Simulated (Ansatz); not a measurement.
Input file:

```
crystal:
  lattice:
    - [6.2604168406, 0.0, -5.0180433216]
    - [-3.1302084203, -5.4216800222, -5.0180433216]
    - [-3.1302084203, 5.4216800222, -5.0180433216]
  atoms:
    - { symbol: Al, position: [0.3342945099, 0.499455435, 0.6664147075] }
    - { symbol: Al, position: [0.0010251713, 0.1658029108, 0.3319994637] }
    - { symbol: Al, position: [0.8330813742, 0.5009611765, 0.1661221016] }
    - { symbol: Al, position: [0.4986661303, 0.167691838, 0.8324695775] }
    - { symbol: Al, position: [0.6683536545, 0.3349207135, 0.4993393027] }
    - { symbol: Al, position: [0.3327887683, -0.0002519592, 0.1676278432] }
    - { symbol: Al, position: [-0.0008637559, 0.665332797, 0.8343585047] }
    - { symbol: Al, position: [0.1682540468, 0.832672636, 0.5016869878] }
    - { symbol: Al, position: [0.6660059694, 0.8350203212, 0.0015873802] }
    - { symbol: Al, position: [0.8364099932, 0.0030766599, 0.6697433266] }
    - { symbol: Al, position: [0.499638868, 0.6663055346, 0.3329722013] }
    - { symbol: Al, position: [0.8322632148, 0.1687980369, 0.0021940284] }
    - { symbol: Al, position: [0.0021313703, 0.3355273617, 0.6655965481] }
    - { symbol: Al, position: [0.6664258228, 0.0008252495, 0.3348492893] }
    - { symbol: Al, position: [0.497648987, 0.3329872607, 0.1655392924] }
    - { symbol: Al, position: [0.168860695, -0.0010701186, 0.8354647036] }
    - { symbol: Al, position: [0.3335583905, 0.1670359398, 0.5000337895] }
    - { symbol: Al, position: [0.0003692732, 0.8333671229, 0.1668917239] }
    - { symbol: Al, position: [0.6667004562, 0.5002250572, 0.8337026065] }
    - { symbol: Al, position: [0.8341585829, 0.6681826226, 0.4997591562] }
    - { symbol: Al, position: [0.3322059591, 0.6643156537, -0.0003460726] }
    - { symbol: Al, position: [0.5015159559, 0.8330924895, 0.6674919162] }
    - { symbol: Al, position: [0.1663205941, 0.4988726258, 0.3309823204] }
    - { symbol: "N", position: [0.02387101, 0.1905376767, 0.8572043434] }
    - { symbol: "N", position: [0.2085813988, 0.3733529503, 0.5389676028] }
    - { symbol: "N", position: [0.872162094, 0.0386405284, 0.2068107766] }
    - { symbol: "N", position: [0.7056342695, 0.3752480654, 0.040019617] }
    - { symbol: "N", position: [0.3734774433, 0.0388287607, 0.705307195] }
    - { symbol: "N", position: [0.5402863477, 0.2075057378, 0.3743760519] }
    - { symbol: "N", position: [0.2066862837, 0.8723009362, 0.0419147321] }
    - { symbol: "N", position: [0.8719738617, 0.5401441099, 0.7054954274] }
    - { symbol: "N", position: [0.0408390711, 0.7077093853, 0.373619681] }
    - { symbol: "N", position: [0.5410427186, 0.7069530143, 0.8741724044] }
    - { symbol: "N", position: [0.7080057727, 0.8746724394, 0.5413391061] }
    - { symbol: "N", position: [0.3728421401, 0.5395088068, 0.2061754735] }
    - { symbol: "N", position: [0.0251176225, 0.3764794312, 0.2270759025] }
    - { symbol: "N", position: [0.2098127646, 0.5604092358, 0.8584509558] }
    - { symbol: "N", position: [0.8729557355, 0.2069333002, 0.5386897575] }
    - { symbol: "N", position: [0.7049353956, 0.5422460137, 0.3735913094] }
    - { symbol: "N", position: [0.3937425691, 0.1917842891, 0.0431460979] }
    - { symbol: "N", position: [0.5410273106, 0.3733164798, 0.705493374] }
    - { symbol: "N", position: [0.2066498131, 0.0388267073, 0.3743606439] }
    - { symbol: "N", position: [0.8721600407, 0.7076939773, 0.0399831464] }
    - { symbol: "N", position: [0.0402666335, 0.8720230909, 0.7062890688] }
    - { symbol: "N", position: [0.540257976, 0.8716020623, 0.2089126804] }
    - { symbol: "N", position: [0.7053564242, 0.0396224022, 0.8735999668] }
    - { symbol: "N", position: [0.3755793471, 0.7069246427, 0.538268729] }
  host:
    lattice:
      - [3.1302084203, 0.0, 0.0]
      - [-1.5651042101, 2.7108400111, 0.0]
      - [0.0, 0.0, 5.0180433216]
    atoms:
      - { symbol: Al, position: [0.6666666667, 0.3333333333, 0.4992342258] }
      - { symbol: Al, position: [0.3333333333, 0.6666666667, 0.9992342258] }
      - { symbol: "N", position: [0.6666666667, 0.3333333333, 0.8807657742] }
      - { symbol: "N", position: [0.3333333333, 0.6666666667, 0.3807657742] }
total_charge: -1
basis:
  ecutwfc: 420
  xc_grid: 2
kpoints:
  mp_grid: { grid: [2, 2, 2], shift: [0.5, 0.5, 0.5] }
hamiltonian:
  xc: pbe
scf:
  occupations: { method: gaussian, width: 0.01 }
output:
  forces: true
  stress: false
  eigenvalues: true
  charged_corrections:
    defect_position: [0.16692192, 0.33358859, 0.00025526]
    epsilon: [[8.2944, 0.0, 0.0], [0.0, 8.2944, 0.0], [0.0, 0.0, 9.8365]]
  write_density: true
  write_potential: true
  elf: true
  volumetric_format: npy
relax:
  adjacent_minimum: "off"
  f_tol: 0.025
  max_steps: 45
```

Command:

```sh
ansatz run input.yaml --threads 4 --pin off --max-ram 10240MiB --backend cpu --events-out ev --progress --plain --runs-dir out
```

Theory: DFT PBE, scalar-relativistic, plane waves, PAW in Ansatz.

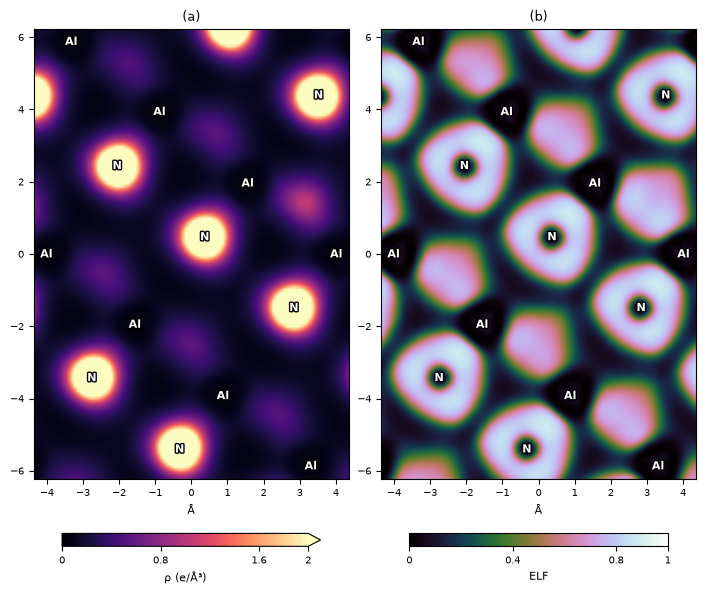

Al23N24 (cell charge −1, with a compensating background) (cell with a defect). (a) valence pseudo-density; (b) electron localisation function on the (101̄) plane of the calculation cell.

> Read the bonding off the picture.

The section cuts through Al and N sites.
Atoms just off the plane (Al, 0.9 Å away and N, 0.7 Å away) can leave unmarked features too.
Al–N (1.91 Å): ρ at the midpoint is about 0.66 e/Å³; the ELF peaks at about 0.90 between the atoms.
Al–N (1.91 Å): ρ is about 0.66 e/Å³ halfway; the ELF peaks at about 0.90 between the atoms.
Between the atoms the lowest density in this plane is 0.07 e/Å³.
